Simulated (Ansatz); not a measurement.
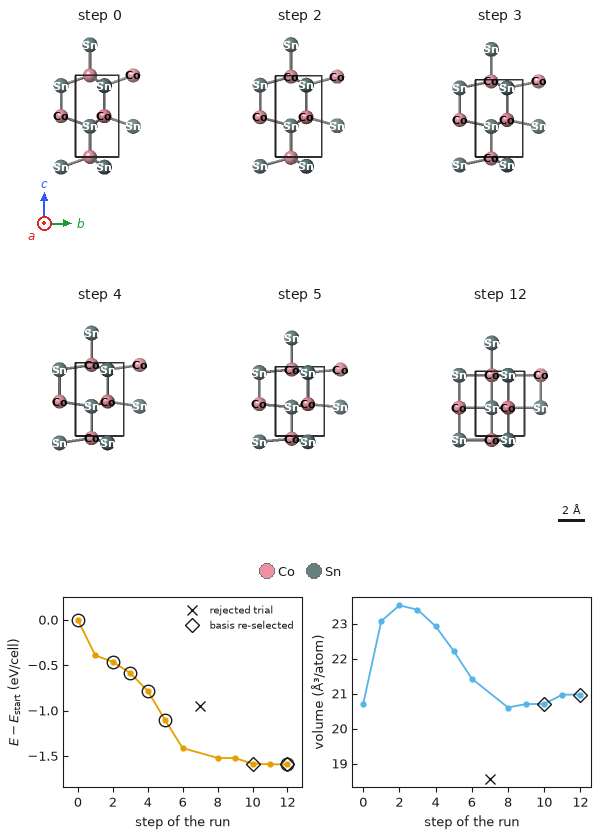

Frames of a relaxation of solid CoSn (a generated structure, set up in P6_3mc) (coarse preliminary run), marked on the history of the run. A ball-and-stick model of the cell of the calculation, seen along the a axis.

Computed with DFT PBE, scalar-relativistic, plane waves, PAW (Ansatz 0.2.0).

Input
```yaml
crystal:
  lattice:
    - [3.88349254, 0.0, 0.0]
    - [-1.94174627, 3.36320319, 0.0]
    - [0.0, 0.0, 6.33790324]
  atoms:
    - { symbol: Co, position: [0.66666667, 0.33333333, 0.0], spin: 3.0 }
    - { symbol: Co, position: [0.33333333, 0.66666667, 0.5], spin: 3.0 }
    - { symbol: Sn, position: [0.66666667, 0.33333333, 0.375] }
    - { symbol: Sn, position: [0.33333333, 0.66666667, 0.875] }
basis:
  ecutwfc: 420
kpoints:
  mp_grid: { grid: [6, 6, 4] }
hamiltonian:
  xc: pbe
scf:
  occupations: { method: gaussian, width: 0.1 }
  lower_state_search: "off"
output:
  forces: true
  stress: true
  eigenvalues: true
  populations: true
magnetization:
  spin_polarized: true
relax:
  adjacent_minimum: "off"
  f_tol: 0.04
  max_steps: 70
  cell: { stress_tol: 0.4 }
```

Run as
```bash
ansatz run input.yaml --threads 1 --pin off --max-ram 2560MiB --backend cpu --events-out ev --progress --plain --runs-dir out
```

What happens along the run?

The largest moves relative to the cell, 0.31 Å, are those of Co1, Co2, Sn3 and Sn4. Sn4 goes along +c. By element the largest moves are Sn 0.31 Å, Co 0.31 Å. The volume changes by +1.3 %, with a = b 3.883 → 4.389 Å (+13.0 %), c 6.338 → 5.029 Å (−20.7 %). Near-neighbour distances that change, for instance: Co1–Sn3 3.961 → 2.514 Å, Co1–Sn4 2.378 → 2.534 Å, Co1–Sn3 (another image) 2.377 → 2.514 Å. New bonds form: Co1–Sn3 (3.96 → 2.51 Å), Co2–Sn4 (3.96 → 2.51 Å). Bond angles that change, for instance: Sn3–Co1–Sn4 109.5° → 90.0°, Co1–Sn3–Co2 109.5° → 90.0°, Co2–Sn3–Co2 109.5° → 120.0°. The space group (tolerance 0.01 Å) goes from P6_3mc (No. 186) to P6_3/mmc (No. 194). Over 9 accepted moves (12 points after the start) the energy falls by 1.592 eV per cell of the calculation. Largest force component: 0.19 eV/Å at the start, 0.00017 eV/Å at the end. Pressure: 12.09 GPa at the start and 0.27 GPa at the end. The line search rejected the trial step at point 7 of the run. The SCF was repeated twice at an unchanged geometry on a basis and grid sized afresh for the cell, which shifted the energy by 59.8 meV per cell of the calculation at most. The program noted that the starting moments weren't kept. The run may lie on a higher electronic state than the lowest, so the end point isn't shown to be the ground-state structure. From step 0 to 2: Co and Sn atoms move most (0.06 Å), volume +13.6 %, energy −0.462 eV per cell of the calculation. From step 2 to 3: Co and Sn atoms move most (0.06 Å), volume −0.5 %, energy −0.123 eV per cell of the calculation. From step 3 to 4: Co and Sn atoms move most (0.06 Å), volume −2.0 %, energy −0.197 eV per cell of the calculation. From step 4 to 5: Co and Sn atoms move most (0.06 Å), volume −3.1 %, energy −0.324 eV per cell of the calculation. From step 5 to 12: Co and Sn atoms move most (0.11 Å), volume −5.6 %, energy −0.486 eV per cell of the calculation.

```json
{"step": "0", "E − E(0), meV/atom": "0.00", "largest force component, eV/Å": "0.1853", "pressure, GPa": "12.09", "volume, Å³/atom": "20.695", "note": ""}
{"step": "1", "E − E(0), meV/atom": "-97.88", "largest force component, eV/Å": "0.1533", "pressure, GPa": "1.37", "volume, Å³/atom": "23.071", "note": ""}
{"step": "2", "E − E(0), meV/atom": "-115.61", "largest force component, eV/Å": "0.1459", "pressure, GPa": "-0.72", "volume, Å³/atom": "23.519", "note": ""}
{"step": "3", "E − E(0), meV/atom": "-146.32", "largest force component, eV/Å": "0.2696", "pressure, GPa": "-2.15", "volume, Å³/atom": "23.398", "note": ""}
{"step": "4", "E − E(0), meV/atom": "-195.50", "largest force component, eV/Å": "0.5469", "pressure, GPa": "-3.17", "volume, Å³/atom": "22.926", "note": ""}
{"step": "5", "E − E(0), meV/atom": "-276.40", "largest force component, eV/Å": "0.8552", "pressure, GPa": "-3.75", "volume, Å³/atom": "22.218", "note": ""}
{"step": "6", "E − E(0), meV/atom": "-353.30", "largest force component, eV/Å": "0.7916", "pressure, GPa": "-2.86", "volume, Å³/atom": "21.428", "note": ""}
{"step": "7", "E − E(0), meV/atom": "-236.10", "largest force component, eV/Å": "1.8853", "pressure, GPa": "15.49", "volume, Å³/atom": "18.565", "note": "rejected"}
{"step": "8", "E − E(0), meV/atom": "-380.15", "largest force component, eV/Å": "0.0074", "pressure, GPa": "0.56", "volume, Å³/atom": "20.602", "note": ""}
{"step": "9", "E − E(0), meV/atom": "-380.90", "largest force component, eV/Å": "0.0009", "pressure, GPa": "0.05", "volume, Å³/atom": "20.702", "note": ""}
{"step": "10", "E − E(0), meV/atom": "-395.85", "largest force component, eV/Å": "0.0009", "pressure, GPa": "1.30", "volume, Å³/atom": "20.702", "note": "same geometry, new basis"}
{"step": "11", "E − E(0), meV/atom": "-397.85", "largest force component, eV/Å": "0.0002", "pressure, GPa": "0.28", "volume, Å³/atom": "20.970", "note": ""}
{"step": "12", "E − E(0), meV/atom": "-397.98", "largest force component, eV/Å": "0.0002", "pressure, GPa": "0.27", "volume, Å³/atom": "20.970", "note": "same geometry, new basis"}
```
